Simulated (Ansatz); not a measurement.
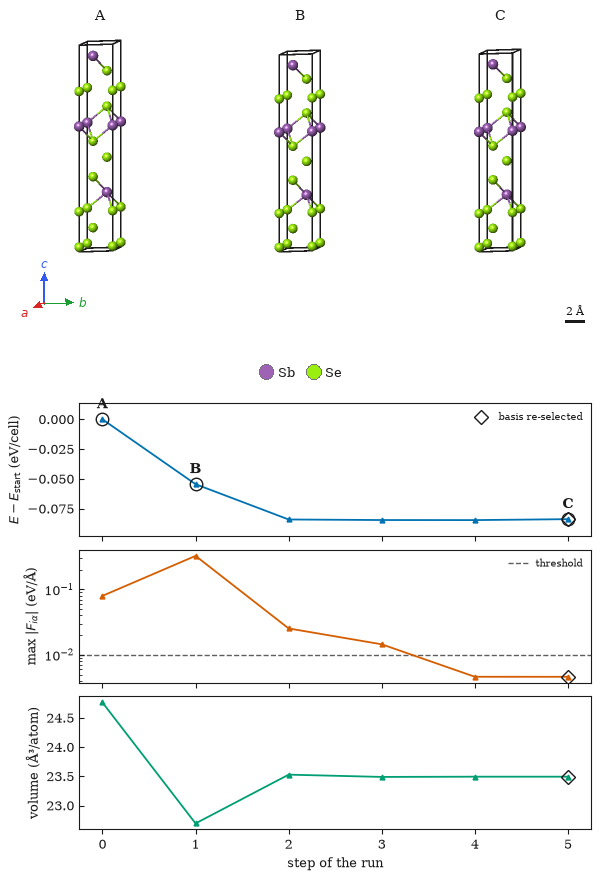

Frames of a relaxation of solid SbSe3 (a generated structure, set up in R3m), marked on the history of the run. The picture is a ball-and-stick view of the conventional cell (3 times the calculation's cell), seen slightly off an axis. Lengths and directions refer to the drawn axes.

Case: Bi → Sb, Te → Se on all its sites, cell and atoms relaxed.

All numbers below come from DFT PBEsol, scalar-relativistic, plane waves, PAW in Ansatz.

Input file:
```yaml
crystal:
  lattice:
    - [1.9315117888, 1.1151588512, 7.6645354291]
    - [-1.9315117888, 1.1151588512, 7.6645354291]
    - [0.0, -2.2303177024, 7.6645354291]
  atoms:
    - { symbol: Sb, position: [0.392712274, 0.392712274, 0.392712274] }
    - { symbol: Se, position: [0.2235390926, 0.2235390926, 0.2235390926] }
    - { symbol: Se, position: [0.9768227887, 0.9768227887, 0.9768227887] }
    - { symbol: Se, position: [0.8054248448, 0.8054248448, 0.8054248448] }
basis:
  ecutwfc: 420
kpoints:
  mp_grid: { grid: [12, 12, 12] }
hamiltonian:
  xc: pbesol
scf:
  occupations: { method: gaussian, width: 0.1 }
output:
  forces: true
  stress: true
  eigenvalues: true
relax:
  adjacent_minimum: "off"
  f_tol: 0.01
  max_steps: 60
  cell: { stress_tol: 0.1 }
```

Run as
```bash
ansatz run input.yaml --threads 1 --pin off --max-ram 2560MiB --backend cpu --events-out ev --progress --plain --runs-dir out
```

### What happens along the run?

Over 4 accepted moves (5 points after the start) the energy falls by 83.7 meV per cell of the calculation. The largest force component goes from 0.08 to 0.0046 eV/Å. The pressure goes from −3.76 to 0.01 GPa. At 1 point the geometry stayed and the basis and grid were re-selected for the new cell (energy shift of 0.8 meV per cell of the calculation at most each time). Se2 moves most relative to the cell: 0.018 Å along +c. By element the largest moves are Se 0.018 Å, Sb 0.008 Å. The drawn cell changes as follows: a = b 3.863 → 3.846 Å (−0.4 %), c 22.994 → 22.006 Å (−4.3 %); the volume changes by −5.1 %. Among the contacts that change: Sb1–Se4 2.882 → 2.826 Å, Sb1–Se3 2.929 → 2.874 Å. The space group stays R3m (No. 160). The run took 4.5 min on 1 thread of Intel(R) Xeon(R) Platinum 8488C (Sapphire Rapids), with other jobs on the host, peak memory 0.81 GiB. From step 0 to 1: volume −8.4 %, energy −54.4 meV per cell of the calculation. From step 1 to 5: Se4 moves most (0.02 Å), volume +3.5 %, energy −29.3 meV per cell of the calculation.

Limits of the set-up: layers or molecules are held without a dispersion correction, so their spacing is unreliable.
